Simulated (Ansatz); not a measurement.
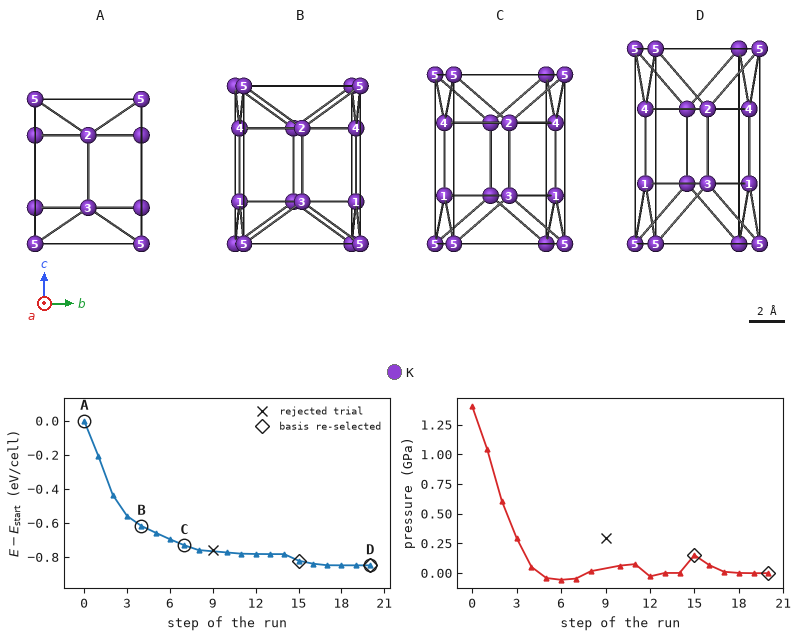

Frames of a relaxation of a crystal of K (set up in Cmmm), marked on the history of the run. A ball-and-stick model of the cell of the calculation, seen along the a axis.

The calculation used Ansatz 0.2.0, DFT PBE, scalar-relativistic, plane waves, PAW. Settings: plane-wave cutoff 420 eV; k-point mesh 6 × 6 × 4; occupations gaussian; smearing width 0.1 eV; no spin polarisation; cell and atoms relaxed; force threshold 0.005 eV/Å; at most 80 steps.

Q: Describe the path.

A: The largest moves relative to the cell, 0.66 Å, are those of K1, K2, K3 and K4. K1 goes along +c. The volume changes by +23.6 %, with a = b 6.649 → 6.122 Å (−7.9 %), c 8.367 → 11.281 Å (+34.8 %), γ 112.4° → 89.9°. Some distances before and after: K1–K3 5.524 → 4.325 Å, K1–K5 3.928 → 4.637 Å, K1–K3 (another image) 3.701 → 4.332 Å, K1–K4 4.183 → 4.314 Å. Among the angles between lasting bonds that change: K5–K1–K5 115.6° → 82.6°, K4–K1–K5 122.2° → 138.7°. The space group stays Cmmm (No. 65). Over 17 accepted moves (20 points after the start) the energy falls by 0.848 eV per cell of the calculation. The largest force component goes from 0.24 to 0.001 eV/Å. The pressure goes from 1.40 to 0.00 GPa. The line search rejected the trial step at point 9 of the run. At 2 points the geometry stayed and the basis and grid were re-selected for the new cell (energy shift of 38.5 meV per cell of the calculation at most each time). Cost: 7.8 min on 1 thread of Arm Neoverse V1, with other jobs on the host, peak memory 0.69 GiB. From step 0 to 4: K atoms move most (0.16 Å), volume +30.3 %, energy −0.617 eV per cell of the calculation. From step 4 to 7: K atoms move most (0.17 Å), volume −5.0 %, energy −0.114 eV per cell of the calculation. From step 7 to 20: K atoms move most (0.27 Å), volume −0.2 %, energy −0.118 eV per cell of the calculation.

```json
{"step": "0", "E − E(0), meV/atom": "0.00", "largest force component, eV/Å": "0.2375", "pressure, GPa": "1.40", "volume, Å³/atom": "68.423", "note": ""}
{"step": "1", "E − E(0), meV/atom": "-41.63", "largest force component, eV/Å": "0.1662", "pressure, GPa": "1.05", "volume, Å³/atom": "71.991", "note": ""}
{"step": "2", "E − E(0), meV/atom": "-86.98", "largest force component, eV/Å": "0.0699", "pressure, GPa": "0.61", "volume, Å³/atom": "77.784", "note": ""}
{"step": "3", "E − E(0), meV/atom": "-111.65", "largest force component, eV/Å": "0.0315", "pressure, GPa": "0.29", "volume, Å³/atom": "83.601", "note": ""}
{"step": "4", "E − E(0), meV/atom": "-123.33", "largest force component, eV/Å": "0.0099", "pressure, GPa": "0.05", "volume, Å³/atom": "89.126", "note": ""}
{"step": "5", "E − E(0), meV/atom": "-131.34", "largest force component, eV/Å": "0.0067", "pressure, GPa": "-0.04", "volume, Å³/atom": "89.155", "note": ""}
{"step": "6", "E − E(0), meV/atom": "-139.00", "largest force component, eV/Å": "0.0135", "pressure, GPa": "-0.06", "volume, Å³/atom": "87.153", "note": ""}
{"step": "7", "E − E(0), meV/atom": "-146.04", "largest force component, eV/Å": "0.0140", "pressure, GPa": "-0.05", "volume, Å³/atom": "84.701", "note": ""}
{"step": "8", "E − E(0), meV/atom": "-151.72", "largest force component, eV/Å": "0.0007", "pressure, GPa": "0.02", "volume, Å³/atom": "81.442", "note": ""}
{"step": "9", "E − E(0), meV/atom": "-151.10", "largest force component, eV/Å": "0.0055", "pressure, GPa": "0.29", "volume, Å³/atom": "75.186", "note": "rejected"}
{"step": "10", "E − E(0), meV/atom": "-154.57", "largest force component, eV/Å": "0.0063", "pressure, GPa": "0.06", "volume, Å³/atom": "79.775", "note": ""}
{"step": "11", "E − E(0), meV/atom": "-155.98", "largest force component, eV/Å": "0.0077", "pressure, GPa": "0.08", "volume, Å³/atom": "78.879", "note": ""}
{"step": "12", "E − E(0), meV/atom": "-156.34", "largest force component, eV/Å": "0.0075", "pressure, GPa": "-0.03", "volume, Å³/atom": "80.721", "note": ""}
{"step": "13", "E − E(0), meV/atom": "-156.47", "largest force component, eV/Å": "0.0035", "pressure, GPa": "0.00", "volume, Å³/atom": "80.363", "note": ""}
{"step": "14", "E − E(0), meV/atom": "-156.48", "largest force component, eV/Å": "0.0005", "pressure, GPa": "0.00", "volume, Å³/atom": "80.433", "note": ""}
{"step": "15", "E − E(0), meV/atom": "-164.18", "largest force component, eV/Å": "0.0011", "pressure, GPa": "0.15", "volume, Å³/atom": "80.433", "note": "same geometry, new basis"}
{"step": "16", "E − E(0), meV/atom": "-167.70", "largest force component, eV/Å": "0.0000", "pressure, GPa": "0.07", "volume, Å³/atom": "82.581", "note": ""}
{"step": "17", "E − E(0), meV/atom": "-169.54", "largest force component, eV/Å": "0.0013", "pressure, GPa": "0.01", "volume, Å³/atom": "84.172", "note": ""}
{"step": "18", "E − E(0), meV/atom": "-169.65", "largest force component, eV/Å": "0.0017", "pressure, GPa": "0.00", "volume, Å³/atom": "84.491", "note": ""}
{"step": "19", "E − E(0), meV/atom": "-169.66", "largest force component, eV/Å": "0.0010", "pressure, GPa": "0.00", "volume, Å³/atom": "84.556", "note": ""}
{"step": "20", "E − E(0), meV/atom": "-169.69", "largest force component, eV/Å": "0.0010", "pressure, GPa": "0.00", "volume, Å³/atom": "84.556", "note": "same geometry, new basis"}
```
